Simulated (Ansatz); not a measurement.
System: SrTiO₃, space group Pm-3m (No. 221).

Structure:
```
CELL_PARAMETERS angstrom
3.94713 0.00000 0.00000
0.00000 3.94713 0.00000
0.00000 0.00000 3.94713
ATOMIC_POSITIONS crystal
Sr 0.00000 0.00000 0.00000
Ti 0.50000 0.50000 0.50000
O 0.50000 0.00000 0.50000
O 0.50000 0.50000 0.00000
O 0.00000 0.50000 0.50000
```

Input of one of the runs behind the figure:
```
crystal:
  lattice:
    - [3.9471298222, 0.0, 0.0]
    - [0.0, 3.9471298222, 0.0]
    - [0.0, 0.0, 3.9471298222]
  atoms:
    - { symbol: Sr, position: [0.0, 0.0, 0.0] }
    - { symbol: Ti, position: [0.5, 0.5, 0.5] }
    - { symbol: O, position: [0.5, 0.0, 0.5] }
    - { symbol: O, position: [0.5, 0.5, 0.0] }
    - { symbol: O, position: [0.0, 0.5, 0.5] }
basis:
  ecutwfc: 420
kpoints:
  mp_grid: { grid: [8, 8, 8] }
hamiltonian:
  xc: pbe
  hubbard: { sites: [{ species: Ti, l: d, u_eff: 4.0 }] }
scf:
  occupations: { method: gaussian, width: 0.02 }
output:
  forces: true
  stress: true
  eigenvalues: true
```

Command:
```bash
ansatz run input.yaml --threads 1 --pin off --max-ram 2560MiB --backend cpu --events-out ev --progress --plain --runs-dir out
```

How it was computed, with Ansatz 0.2.0: energy, stress and cell of a relaxed crystal along a series of strains, atoms and what the cell freedom names relaxed within the symmetry; plane waves with PAW datasets, Γ-centred k mesh; energies extrapolated to zero smearing. Level: PBE, no spin polarisation. Hubbard U_eff: Ti d 4 eV.

```json
{"setting": "wave cutoff", "value": "420 eV"}
{"setting": "k mesh", "value": "8×8×8"}
{"setting": "occupations", "value": "Gaussian"}
{"setting": "smearing width", "value": "0.02 eV"}
{"setting": "strain kind", "value": "stretch along c with a and b held"}
{"setting": "cell freedom", "value": "cell held, only c stretched"}
```

What does the calculation give for the energy change against strain? The strain takes the values −4.5, −3.0, −1.5, 0.0, 1.5, 3.0, 4.5 %.

The energy rises on both sides of the starting structure, which is therefore a minimum along this path. The energy change is 28.23 meV/atom at strain −4.5 % and 20.37 meV/atom at 4.5 %; the lowest computed point is at strain 0.0 % (0.00 meV/atom).

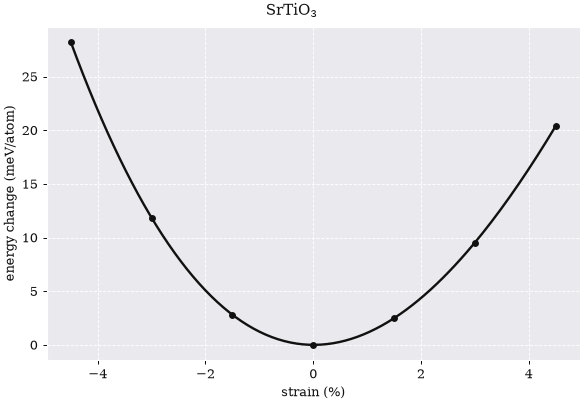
